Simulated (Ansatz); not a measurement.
A series of calculations on BN

Part 1: Relaxation

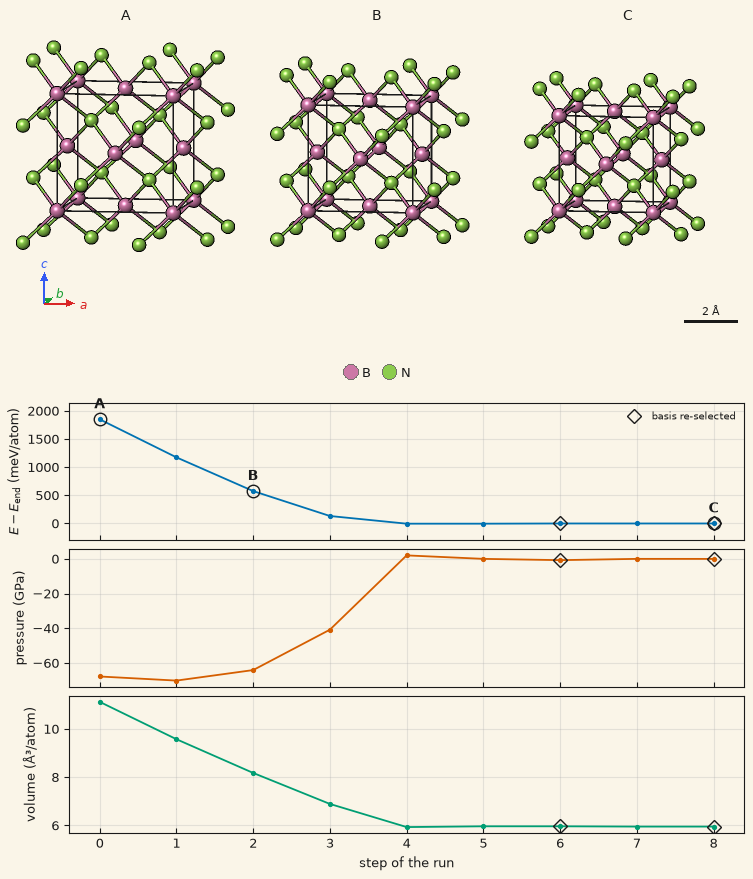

Frames of a relaxation of solid BN (a generated structure, set up in F-43m), marked on the history of the run. Style: ball-and-stick. Shown: the conventional cell (4 times the calculation's cell), slightly off an axis. Lengths and directions refer to the drawn axes.

Case: cell and atoms relaxed from a first guess.

These are results of Ansatz, DFT, PBE, PAW with Ansatz's default frozen-core files, scalar-relativistic, not measurements. Settings: plane-wave cutoff 420 eV; k-point mesh 16 × 16 × 16; occupations fermi dirac; smearing width 0.03 eV; no spin polarisation; cell and atoms relaxed; force threshold 0.005 eV/Å; at most 80 steps.

> What happens along the run?

After 6 accepted moves (8 points after the start) the energy has fallen by 1850 meV per atom. All forces vanish by symmetry, so only the cell relaxes. Pressure: −67.74 GPa at the start and −0.01 GPa at the end. At 2 points the geometry stayed and the basis and grid were re-selected for the new cell (energy shift of 3.7 meV per atom at most each time). No atom moves by more than 0.005 Å relative to the cell. The volume changes by −46.5 %, with a = b = c 4.465 → 3.625 Å (−18.8 %). Among the contacts that change: B–N 1.933 → 1.570 Å. The space group stays F-43m (No. 216). The run took roughly 21 core-seconds on a shared host. From step 0 to 2: volume −26.5 %, energy −1274 meV per atom. From step 2 to 8: volume −27.2 %, energy −576 meV per atom.

Part 2: A change

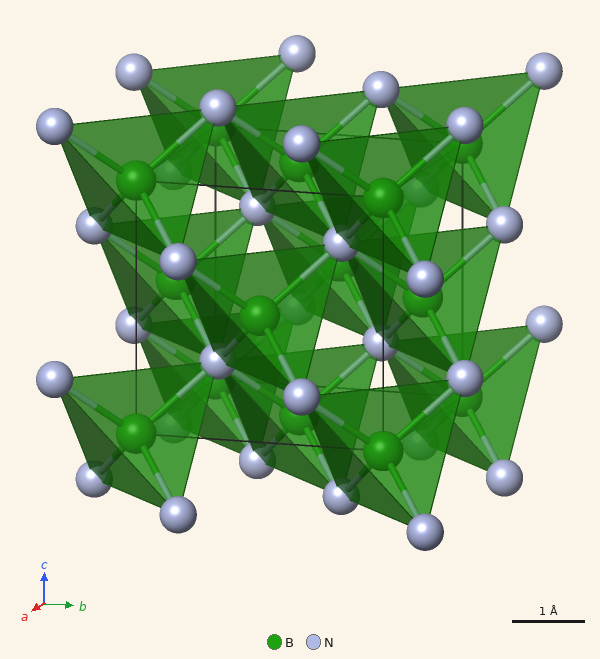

This is a crystal of BN (a generated structure, set up in F-43m). The picture is a polyhedral view of the conventional cell (4 times the calculation's cell), seen slightly off an axis. Lengths and directions refer to the drawn axes.

Level of theory: Ansatz 0.2.0, DFT, PBE, PAW with Ansatz's default frozen-core files, scalar-relativistic. (plane-wave cutoff 420 eV; k-point mesh 16 × 16 × 16; occupations fermi dirac; smearing width 0.03 eV; no spin polarisation)

Change: The cell is strained by −1.0 % along [1 −1 1] and +0.5 % across it (volume 0.0 %), the atoms keeping their fractional coordinates. No relaxation follows.

The input:
```yaml
crystal:
  lattice:
    - [-0.0181235317, 1.8032914061, 1.8032914061]
    - [1.8032914061, -0.0181235317, 1.8032914061]
    - [1.8032914061, 1.8032914061, -0.0181235317]
  atoms:
    - { symbol: B, position: [0.0, 0.0, 0.0] }
    - { symbol: "N", position: [0.25, 0.25, 0.25] }
kpoints:
  mp_grid: { grid: [16, 16, 16] }
scf:
  occupations: { method: fermi_dirac, width: 0.03 }
hamiltonian:
  xc: pbe
  pseudopotentials: { kind: paw }
output:
  forces: true
  stress: true
  eigenvalues: true
  efg: { contact_densities: true }
```

Run as
```bash
ansatz run input.yaml --threads 1 --pin off --max-ram 2048MiB --backend cpu --events-out ev --progress --plain --runs-dir out
```

What is the effect?

Answer. Energy change: +2.5 meV per atom. Pressure: 0.0 GPa before, 0.1 GPa after. The principal stresses (compression positive) are 9.1 GPa along [1 −1 1] and −4.3 GPa across it. The largest forces, 0.034 eV/Å, act on B1 and N2. Among the bonded contacts that change: B–N 1.570 → 1.554 to 1.575 Å. The space group (tolerance 0.01 Å) goes from F-43m (No. 216) to R3m (No. 160).

Part 3: Distortion

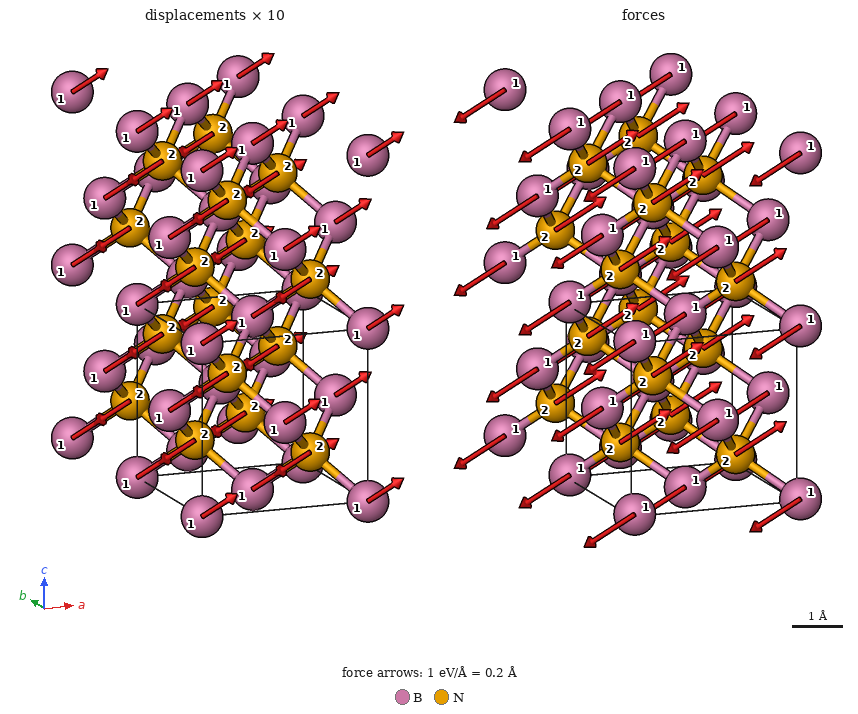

Left: crystalline BN (a generated structure, set up in F-43m), with red arrows for the displacements applied to it. Right: the displaced structure with the computed forces. A ball-and-stick model of the conventional cell (4 times the calculation's cell), repeated 1 × 2 × 2 with one cell outlined, seen slightly off an axis. Lengths and directions refer to the drawn axes.

Method: Ansatz, DFT, PBE, PAW with Ansatz's default frozen-core files, scalar-relativistic. (plane-wave cutoff 420 eV; k-point mesh 16 × 16 × 16; occupations fermi dirac; smearing width 0.03 eV; no spin polarisation)

Question: Where do the forces point?

Answer: Atoms are displaced by 0.10 Å: B1 0.10 Å along [1 −1 1], N2 0.10 Å along [−1 1 −1]. No relaxation follows. It costs 312 meV per atom. Pressure: 0.0 GPa before, 15.8 GPa after. The principal stresses (compression positive) are 40.6 GPa along [1 −1 1] and 3.3 GPa across it. The largest forces, 7 eV/Å, act on B1 and N2; on B1 it points along [−1 1 −1]. The forces point straight back along the displacements (cosine −1.00). Near-neighbour distances before and after: B–N 1.570 → 1.370 to 1.647 Å. The space group (tolerance 0.01 Å) goes from F-43m (No. 216) to R3m (No. 160).
